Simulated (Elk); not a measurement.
A periodic structure is given below.

```cif
data_structure
_symmetry_space_group_name_H-M 'P 1'
_symmetry_Int_Tables_number 1
_cell_length_a 3.9173
_cell_length_b 3.9173
_cell_length_c 3.9173
_cell_angle_alpha 90.000
_cell_angle_beta 90.000
_cell_angle_gamma 90.000
_cell_volume 60.11
loop_
_atom_site_label
_atom_site_type_symbol
_atom_site_fract_x
_atom_site_fract_y
_atom_site_fract_z
_atom_site_occupancy
Pd1 Pd 0.00000 0.00000 0.00000 1
Pd2 Pd 0.00000 0.50000 0.50000 1
Pd3 Pd 0.50000 0.00000 0.50000 1
Pd4 Pd 0.50000 0.50000 0.00000 1
```

Question: What would you see if this were drawn?

Answer: The element is palladium. The symmetry is that of Fm-3m (No. 225), on a face-centred cubic lattice. The prototype is face-centred cubic (Cu type). The cell holds four atoms. The neighbours of Pd are twelve Pd in a cuboctahedral arrangement at 2.77 Å. The bonds build a three-dimensional framework.

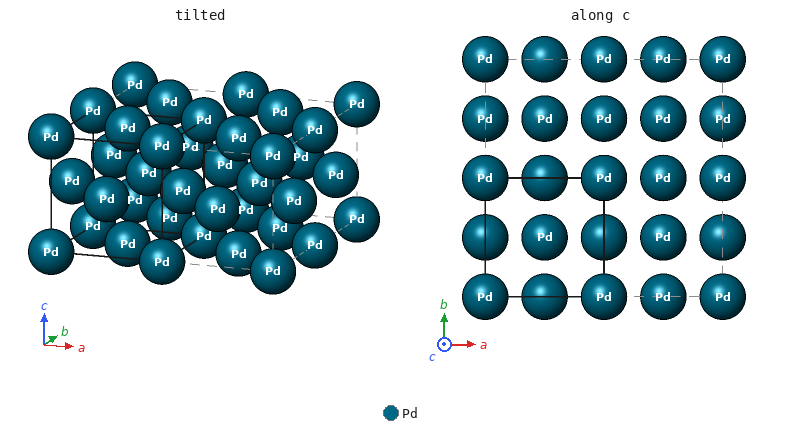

Structure drawing (spheres-only), viewed slightly off an axis and along the c axis. The solid frame is a single conventional unit cell within a 2×2×1 block. Colours: palladium blue.

The cell started as a structure listed in the Materials Project. Earlier steps of the study may have refined or changed the cell and positions. It was set up as input for a calculation with Elk.
